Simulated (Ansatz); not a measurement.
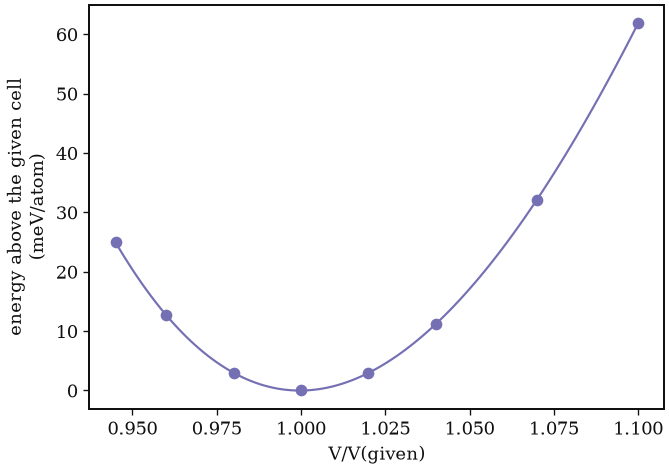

The figure shows the energy above the given cell against V/V(given) for AsPt, space group F-43m (No. 216) (cell built by us, not taken from a database).

The given structure:
```
CELL_PARAMETERS angstrom
0.00000 2.81295 2.81295
2.81295 0.00000 2.81295
2.81295 2.81295 0.00000
ATOMIC_POSITIONS crystal
Pt 0.00000 0.00000 0.00000
As 0.25000 0.25000 0.25000
```

How it was computed, with Ansatz 0.2.0: plane-wave density functional theory, PAW datasets, Gaussian smearing 0.05 eV: equation of state, the given cell scaled in volume with shape and atoms relaxed at each volume; third-order Birch-Murnaghan fit. Level: PBE, no spin polarisation.

```tsv
setting	value
PAW set	soft_2
wave cutoff	420 eV
k mesh	12×12×12
symmetry use	detected
```

V(given) is 22.26 Å³/atom.

From this curve and the settings, what does the calculation give for the pressure at the same points?

The pressure falls from 7.0 GPa at V/V(given) 0.945 to −8.1 GPa at 1.100, and changes sign near 1.000.

```csv
V/V(given),pressure (GPa)
0.945,7.0
0.960,4.8
0.980,2.2
1.000,0.0
1.020,-2.1
1.040,-3.8
1.070,-6.1
1.100,-8.1
```
